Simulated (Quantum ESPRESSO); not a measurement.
**ZnSe (Stilleite): modes at Γ and the response to a field**

Which modes does ZnSe (Stilleite) have at the zone centre?

Program: Quantum ESPRESSO 7.5. Level of theory: DFT PBE, scalar-relativistic, plane waves, PseudoDojo norm-conserving pseudopotentials. Results are calculated unless marked as measured.

The experiments to compare with:

“Phonon-based partition of (ZnSe-like) semiconductor mixed crystals on approach to their pressure-induced structural transition” (2020, arxiv:2008.07187) quotes from earlier work for ZnSe, zincblende (pure ZnSe, earlier work): Raman mode (TO) about 207 cm⁻¹ [Literature Raman frequency quoted as a normalising parameter in the cross-section model].

## (1) The starting structure

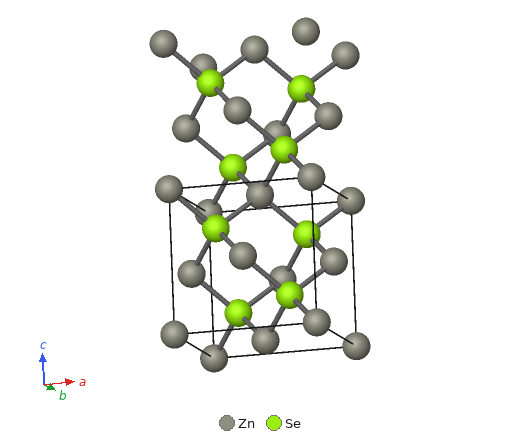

The starting structure, seen from a free direction (zinc grey, selenium green). 1×1×2 cells are drawn. This picture shows the conventional cell, with its axes. Bonds to atoms that aren't drawn are left out. Some periodic images of atoms are drawn too.

## (2) A probe with smearing

A cheap run with smearing and empty bands tells whether the crystal has a gap, which decides between fixed occupations and smearing later on.

probe.in

```
&control
   calculation = 'scf'
   prefix = 'x'
   outdir = './tmp'
   pseudo_dir = './pseudo'
   tprnfor = .true.
   tstress = .true.
   verbosity = 'high'
/
&system
   ibrav = 0
   nat = 2
   ntyp = 2
   ecutwfc = 95.0
   occupations = 'smearing'
   smearing = 'gaussian'
   degauss = 0.01
/
&electrons
   conv_thr = 1.0d-07
   mixing_beta = 0.7
   electron_maxstep = 100
/
ATOMIC_SPECIES
 Zn     65.3800  Zn.upf
 Se     78.9710  Se.upf
CELL_PARAMETERS angstrom
    -2.833800000    0.000000000    2.833800000
     0.000000000    2.833800000    2.833800000
    -2.833800000    2.833800000    0.000000000
ATOMIC_POSITIONS crystal
 Zn     0.000000000   0.000000000   0.000000000
 Se     0.250000000   0.250000000   0.250000000
K_POINTS automatic
 6 6 6 0 0 0
```

Started as:

```
OMP_NUM_THREADS=1 mpirun -n 4 pw.x -nk 4 -in probe.in > probe.out
```

What it wrote:

```text
[banners, grids, parts of the stress and lines that vanish by symmetry left out]
Program PWSCF v.7.5
     Message from routine setup:
     using ibrav=0 with symmetry is DISCOURAGED, use correct ibrav instead
[...]
kinetic-energy cutoff     =      95.0000  Ry
     charge density cutoff     =     380.0000  Ry
     scf convergence threshold =      1.0E-07
[...]
Exchange-correlation= PBE
                           (   1   4   3   4   0   0   0)
[...]
24 Sym. Ops. (no inversion) found
[...]
(     0          1          0      )
                  (     0          0          1      )
[...]
(  0.0000000  1.0000000  0.0000000 )
                  ( -0.0000000 -0.0000000  1.0000000 )
[...]
(     1          0         -1      )
                  (     0          0         -1      )
[...]
(  0.0000000  1.0000000  0.0000000 )
[...]
(    -1          0          1      )
                  (    -1          0          0      )
[...]
( -0.0000000 -0.0000000  1.0000000 )
                  (  0.0000000 -1.0000000 -0.0000000 )
[...]
number of k points=    16  Gaussian smearing, width (Ry)=  0.0100
[...]
End of self-consistent calculation
[...]
the Fermi energy is     9.0381 ev
!    total energy              =    -660.65966154 Ry
[...]
convergence has been achieved in   7 iterations
[...]
atom    1 type  1   force =     0.00000000   -0.00000000    0.00000000
     atom    2 type  2   force =     0.00000000    0.00000000    0.00000000
[...]
Total force =     0.000000     Total SCF correction =     0.000000
[...]
total   stress  (Ry/bohr**3)                   (kbar)     P=       20.32
[...]
XML data file, charge density, pseudopotentials, collected wavefunctions

   JOB DONE.
```

Run time: 6.3 s. Hardware: 4 MPI ranks of Arm Neoverse V2, shared host; 25 s of CPU time.

Numbers from this step:

* volume per atom: 22.76 Å³
* pressure: 2.032 GPa
* gap on the k-mesh: 1.288 eV

A gap of 1.3 eV opens on this mesh, so the crystal is taken as an insulator; the start stands at 2.0 GPa.

## (3) Relaxation

The relaxation runs at a cutoff a fifth above that of the response, since stress converges more slowly with the basis than frequencies do. Forces and stress are brought to rest with tight thresholds.

relax.in

```
&control
   calculation = 'vc-relax'
   prefix = 'x'
   outdir = './tmp'
   pseudo_dir = './pseudo'
   tprnfor = .true.
   tstress = .true.
   forc_conv_thr = 2.0d-05
   etot_conv_thr = 1.0d-07
   nstep = 40
/
&system
   ibrav = 0
   nat = 2
   ntyp = 2
   ecutwfc = 114
   occupations = 'fixed'
   nbnd = 20
/
&electrons
   conv_thr = 1.0d-11
   mixing_beta = 0.7
   electron_maxstep = 100
/
&ions
/
&cell
   press_conv_thr = 0.2
/
ATOMIC_SPECIES
 Zn     65.3800  Zn.upf
 Se     78.9710  Se.upf
CELL_PARAMETERS angstrom
    -2.833800000    0.000000000    2.833800000
     0.000000000    2.833800000    2.833800000
    -2.833800000    2.833800000    0.000000000
ATOMIC_POSITIONS crystal
 Zn     0.000000000   0.000000000   0.000000000
 Se     0.250000000   0.250000000   0.250000000
K_POINTS automatic
 8 8 8 0 0 0
```

Started as:

```
OMP_NUM_THREADS=1 mpirun -n 4 pw.x -nk 4 -in relax.in > relax.out
```

What it wrote:

```text
[banners, grids, parts of the stress and lines that vanish by symmetry left out]
[banner, memory and clock lines left out]
Program PWSCF v.7.5

[...]
kinetic-energy cutoff     =     114.0000  Ry
     charge density cutoff     =     456.0000  Ry
     scf convergence threshold =      1.0E-11
[...]
energy convergence thresh.=      1.0E-07
     force convergence thresh. =      2.0E-05
     press convergence thresh. =      2.0E-01
     Exchange-correlation= PBE
                           (   1   4   3   4   0   0   0)
[...]
24 Sym. Ops. (no inversion) found
[...]
number of k points=    29
[...]
End of self-consistent calculation
[...]
highest occupied, lowest unoccupied level (ev):     8.3828    9.6722
!    total energy              =    -660.66007647 Ry
[...]
convergence has been achieved in  10 iterations
[...]
atom    1 type  1   force =     0.00000000    0.00000000   -0.00000000
     atom    2 type  2   force =    -0.00000000   -0.00000000    0.00000000
     Total force =     0.000000     Total SCF correction =     0.000000
[...]
total   stress  (Ry/bohr**3)                   (kbar)     P=       20.21
[...]
number of bfgs steps    =   0
[...]
CELL_PARAMETERS (angstrom)
[...]
ATOMIC_POSITIONS (crystal)
Zn              -0.0000000000       -0.0000000000        0.0000000000
Se               0.2500000000        0.2500000000        0.2500000000
[...]
New effective cutoffs (rho, wfc):  452.56  113.20
[...]
End of self-consistent calculation
[...]
highest occupied, lowest unoccupied level (ev):     8.2260    9.4744
!    total energy              =    -660.66043898 Ry
[...]
convergence has been achieved in   6 iterations
[...]
atom    1 type  1   force =    -0.00000000   -0.00000000    0.00000000
     atom    2 type  2   force =    -0.00000000   -0.00000000   -0.00000000
     Total force =     0.000000     Total SCF correction =     0.000000
[...]
total   stress  (Ry/bohr**3)                   (kbar)     P=       13.44
[...]
number of bfgs steps    =   1
[...]
CELL_PARAMETERS (angstrom)
[...]
ATOMIC_POSITIONS (crystal)
Zn               0.0000000000       -0.0000000000       -0.0000000000
Se               0.2500000000        0.2500000000        0.2500000000
[...]
New effective cutoffs (rho, wfc):  449.17  112.36
[...]
End of self-consistent calculation
[...]
highest occupied, lowest unoccupied level (ev):     8.0563    9.2601
!    total energy              =    -660.66067525 Ry
[...]
convergence has been achieved in   8 iterations
[...]
atom    1 type  1   force =     0.00000000    0.00000000    0.00000000
     atom    2 type  2   force =    -0.00000000    0.00000000   -0.00000000
     Total force =     0.000000     Total SCF correction =     0.000000
[...]
total   stress  (Ry/bohr**3)                   (kbar)     P=        6.39
[...]
number of bfgs steps    =   2
[...]
CELL_PARAMETERS (angstrom)
[...]
ATOMIC_POSITIONS (crystal)
[...]
New effective cutoffs (rho, wfc):  446.08  111.58
[...]
End of self-consistent calculation
[...]
highest occupied, lowest unoccupied level (ev):     7.9026    9.0659
!    total energy              =    -660.66074822 Ry
[...]
convergence has been achieved in   8 iterations
[...]
atom    1 type  1   force =     0.00000000    0.00000000    0.00000000
     atom    2 type  2   force =     0.00000000   -0.00000000    0.00000000
     Total force =     0.000000     Total SCF correction =     0.000000
[...]
total   stress  (Ry/bohr**3)                   (kbar)     P=        0.26
[...]
number of bfgs steps    =   3
[...]
CELL_PARAMETERS (angstrom)
[...]
ATOMIC_POSITIONS (crystal)
[...]
New effective cutoffs (rho, wfc):  445.96  111.55
[...]
End of self-consistent calculation
[...]
highest occupied, lowest unoccupied level (ev):     7.8963    9.0578
!    total energy              =    -660.66074834 Ry
[...]
convergence has been achieved in   6 iterations
[...]
atom    1 type  1   force =     0.00000000    0.00000000    0.00000000
     atom    2 type  2   force =     0.00000000    0.00000000    0.00000000
     Total force =     0.000000     Total SCF correction =     0.000000
[...]
total   stress  (Ry/bohr**3)                   (kbar)     P=        0.00
[...]
number of bfgs steps    =   4
[...]
small trust_radius: resetting bfgs history
[...]
CELL_PARAMETERS (angstrom)
[...]
ATOMIC_POSITIONS (crystal)
[...]
New effective cutoffs (rho, wfc):  445.96  111.55
[...]
End of self-consistent calculation
[...]
highest occupied, lowest unoccupied level (ev):     7.8962    9.0577
!    total energy              =    -660.66074834 Ry
[...]
convergence has been achieved in   3 iterations
[...]
atom    1 type  1   force =     0.00000000    0.00000000   -0.00000000
     atom    2 type  2   force =    -0.00000000   -0.00000000    0.00000000
     Total force =     0.000000     Total SCF correction =     0.000000
[...]
total   stress  (Ry/bohr**3)                   (kbar)     P=        0.00
[...]
bfgs converged in   6 scf cycles and   5 bfgs steps
[...]
End of BFGS Geometry Optimization
     Final enthalpy           =    -660.6607483405 Ry
     File ./tmp/x.bfgs deleted, as requested
[...]
CELL_PARAMETERS (angstrom)
[...]
ATOMIC_POSITIONS (crystal)
Zn               0.0000000000        0.0000000000       -0.0000000000
Se               0.2500000000        0.2500000000        0.2500000000
[...]
Final scf calculation at the relaxed structure.
[...]
kinetic-energy cutoff     =     114.0000  Ry
     charge density cutoff     =     456.0000  Ry
     scf convergence threshold =      1.0E-13
[...]
press convergence thresh. =      2.0E-01
     Exchange-correlation= PBE
                           (   1   4   3   4   0   0   0)
[...]
24 Sym. Ops. (no inversion) found
[...]
number of k points=    29
[...]
End of self-consistent calculation
[...]
highest occupied, lowest unoccupied level (ev):     7.8962    9.0578
!    total energy              =    -660.66075342 Ry
[...]
convergence has been achieved in  11 iterations
[...]
atom    1 type  1   force =    -0.00000000   -0.00000000    0.00000000
     atom    2 type  2   force =     0.00000000    0.00000000    0.00000000
     Total force =     0.000000     Total SCF correction =     0.000000
[...]
total   stress  (Ry/bohr**3)                   (kbar)     P=        0.01
[...]
XML data file, charge density, pseudopotentials, collected wavefunctions
```

It took 1.9 min on 4 MPI ranks; 7.7 min of CPU time.

The steps of the relaxation:

```tsv
step	energy less that of the first step (eV)	largest force (eV/Å)	pressure (GPa)	volume (Å³)
1	0.0000	0.0000	2.02	45.51
2	-0.0049	0.0000	1.34	45.98
3	-0.0081	0.0000	0.64	46.51
4	-0.0091	0.0000	0.03	46.99
5	-0.0091	0.0000	0.00	47.01
6	-0.0091	0.0000	0.00	47.01
7	-0.0092	0.0000	0.00	47.01
```

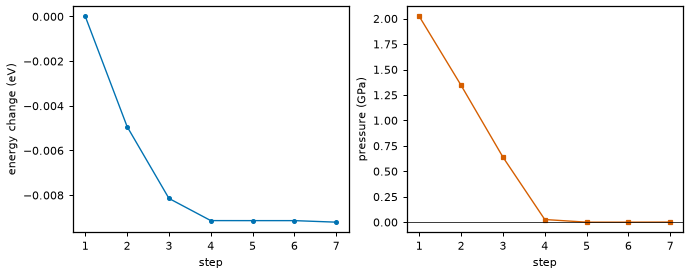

Energy and pressure along the relaxation.

```tsv
conventional cell, symmetrised	before	after	change
a (Å)	5.668	5.729	+1.1 %
b (Å)	5.668	5.729	+1.1 %
c (Å)	5.668	5.729	+1.1 %
volume (Å³/atom)	22.76	23.50	+3.3 %
```

The relaxed structure:

```cif
data_structure
_symmetry_space_group_name_H-M 'P 1'
_symmetry_Int_Tables_number 1
_cell_length_a 4.0510
_cell_length_b 4.0510
_cell_length_c 4.0510
_cell_angle_alpha 60.000
_cell_angle_beta 60.000
_cell_angle_gamma 60.000
_cell_volume 47.01
loop_
_atom_site_label
_atom_site_type_symbol
_atom_site_fract_x
_atom_site_fract_y
_atom_site_fract_z
_atom_site_occupancy
Zn1 Zn 0.00000 0.00000 0.00000 1
Se2 Se 0.25000 0.25000 0.25000 1
```

The last row of the table of steps is pw.x's closing run on a basis chosen anew for the final cell, so its energy can jump.

Numbers from this step:

```
volume per atom   : 23.50 Å³
pressure          : 0.001 GPa
gap on the k-mesh : 1.162 eV
```

The volume changes by +3.3 % from the cell with which this run began.

## (4) Ground state

The response is built on this ground state, so it is converged far tighter than an energy would need. With a gap, occupations are fixed, which also allows the response to an electric field.

scf.in

```
&control
   calculation = 'scf'
   prefix = 'x'
   outdir = './tmp'
   pseudo_dir = './pseudo'
   tprnfor = .true.
   tstress = .true.
/
&system
   ibrav = 0
   nat = 2
   ntyp = 2
   ecutwfc = 95.0
   occupations = 'fixed'
   nbnd = 20
/
&electrons
   conv_thr = 1.0d-12
   mixing_beta = 0.7
   electron_maxstep = 100
/
ATOMIC_SPECIES
 Zn     65.3800  Zn.upf
 Se     78.9710  Se.upf
CELL_PARAMETERS angstrom
    -2.864503530    0.000000000    2.864503530
     0.000000000    2.864503530    2.864503530
    -2.864503530    2.864503530    0.000000000
ATOMIC_POSITIONS crystal
 Zn     0.000000000   0.000000000   0.000000000
 Se     0.250000000   0.250000000   0.250000000
K_POINTS automatic
 8 8 8 0 0 0
```

Started as:

```
OMP_NUM_THREADS=1 mpirun -n 4 pw.x -nk 4 -in scf.in > scf.out
```

What it wrote:

```text
[banners, grids, parts of the stress and lines that vanish by symmetry left out]
[banner, memory and clock lines left out]
Program PWSCF v.7.5

[...]
kinetic-energy cutoff     =      95.0000  Ry
     charge density cutoff     =     380.0000  Ry
     scf convergence threshold =      1.0E-12
[...]
Exchange-correlation= PBE
                           (   1   4   3   4   0   0   0)
[...]
24 Sym. Ops. (no inversion) found
[...]
number of k points=    29
[...]
End of self-consistent calculation
[...]
highest occupied, lowest unoccupied level (ev):     7.8962    9.0578
!    total energy              =    -660.66071807 Ry
[...]
convergence has been achieved in  11 iterations
[...]
atom    1 type  1   force =    -0.00000000   -0.00000000   -0.00000000
     atom    2 type  2   force =    -0.00000000    0.00000000   -0.00000000
     Total force =     0.000000     Total SCF correction =     0.000000
[...]
total   stress  (Ry/bohr**3)                   (kbar)     P=        0.01
[...]
XML data file, charge density, pseudopotentials, collected wavefunctions
```

The job ended after 14 s (4 MPI ranks).

The cell stands at 0.001 GPa, close enough for phonons.

(Part 1 of 5 ends here.)

[Host names and launcher messages were left out of these logs when they were recorded.]

[Logs are printed without paths, hosts, clocks, repeated set-up lines and the standing remarks that a program may print on its own settings, such as how far it seeks lower states.]

[Hosts, paths, dates, database ids (printed as entryN), source tags and the programs' standing remarks are cut or masked in the printed files.]
